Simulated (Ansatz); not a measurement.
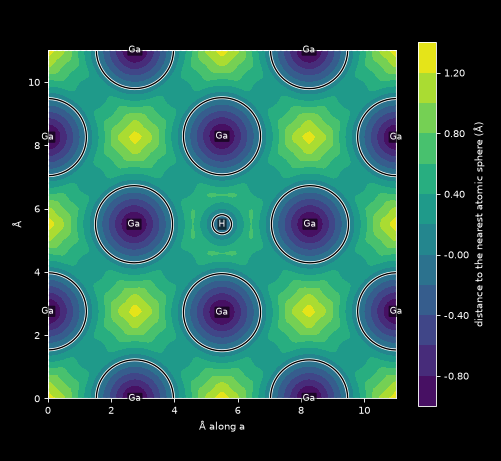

Map of the distance to the nearest atomic sphere in Ga16P16H in space group I-43m, computed on the section y = 0.500 (parallel to a and c; the dashed line is one cell). The black line marks the spheres' surfaces; positive values are empty space; unlabelled circles belong to atoms above or below the section.

The atoms' radii are covalent radii (Cordero): Ga 1.22 Å, P 1.07 Å, H 0.31 Å.

Origin of the cell: the end point of a relaxation in a fixed cell with DFT PBE, scalar-relativistic, plane waves, PAW in Ansatz.

```
Ga P H
1.0
    11.01023    0.00000    0.00000
     0.00000   11.01023    0.00000
     0.00000    0.00000   11.01023
Ga P H
32 32 2
Direct
  0.50000 0.75254 0.50000
  0.75000 0.00000 0.50000
  0.00000 0.25000 0.50000
  0.50000 0.24746 0.50000
  0.25025 0.74975 0.74975
  0.50000 0.00000 0.75000
  0.74975 0.25025 0.74975
  0.50000 0.00000 0.25000
  0.24746 0.50000 0.50000
  0.74975 0.74975 0.25025
  0.00000 0.00000 0.25254
  0.25254 0.00000 0.00000
  0.50000 0.25000 0.00000
  0.25000 0.00000 0.50000
  0.25025 0.25025 0.25025
  0.50000 0.50000 0.24746
  0.00000 0.25254 0.00000
  0.25000 0.50000 0.00000
  0.50000 0.75000 0.00000
  0.00000 0.74746 0.00000
  0.75025 0.24975 0.24975
  0.00000 0.50000 0.25000
  0.24975 0.75025 0.24975
  0.00000 0.50000 0.75000
  0.74746 0.00000 0.00000
  0.24975 0.24975 0.75025
  0.50000 0.50000 0.75254
  0.75254 0.50000 0.50000
  0.00000 0.75000 0.50000
  0.75000 0.50000 0.00000
  0.75025 0.75025 0.75025
  0.00000 0.00000 0.74746
  0.62260 0.62260 0.37740
  0.87437 0.87437 0.37563
  0.62563 0.62563 0.87563
  0.62563 0.12437 0.37437
  0.37740 0.62260 0.62260
  0.62563 0.87563 0.62563
  0.87437 0.12563 0.62437
  0.62437 0.87437 0.12563
  0.37740 0.37740 0.37740
  0.37437 0.12437 0.62563
  0.62260 0.37740 0.62260
  0.37563 0.87437 0.87437
  0.62437 0.12563 0.87437
  0.37437 0.87563 0.37437
  0.87563 0.62563 0.62563
  0.12563 0.87437 0.62437
  0.12260 0.12260 0.87740
  0.37437 0.37437 0.87563
  0.12563 0.12563 0.37563
  0.12563 0.62437 0.87437
  0.87740 0.12260 0.12260
  0.12563 0.37563 0.12563
  0.37437 0.62563 0.12437
  0.12437 0.37437 0.62563
  0.87740 0.87740 0.87740
  0.87437 0.62437 0.12563
  0.12260 0.87740 0.12260
  0.87563 0.37437 0.37437
  0.12437 0.62563 0.37437
  0.87437 0.37563 0.87437
  0.37563 0.12563 0.12563
  0.62563 0.37437 0.12437
  0.50000 0.50000 0.50000
  0.00000 0.00000 0.00000
```

Where is the largest hole in this section, and how large is it?

At 0.000, 0.500, 0.500 (fractional), where the distance reaches 1.32 Å; it is enclosed by 4 P (then 6 Ga) in a tetrahedral arrangement. It is the largest hole of the crystal.

How much of the crystal lies outside the spheres?

About 69 % of the cell's volume, and 69 % of this section's area.

What can pass through?

The largest sphere that fits anywhere has a diameter of 2.64 Å; the largest that can travel through the crystal, about 2.0 Å.
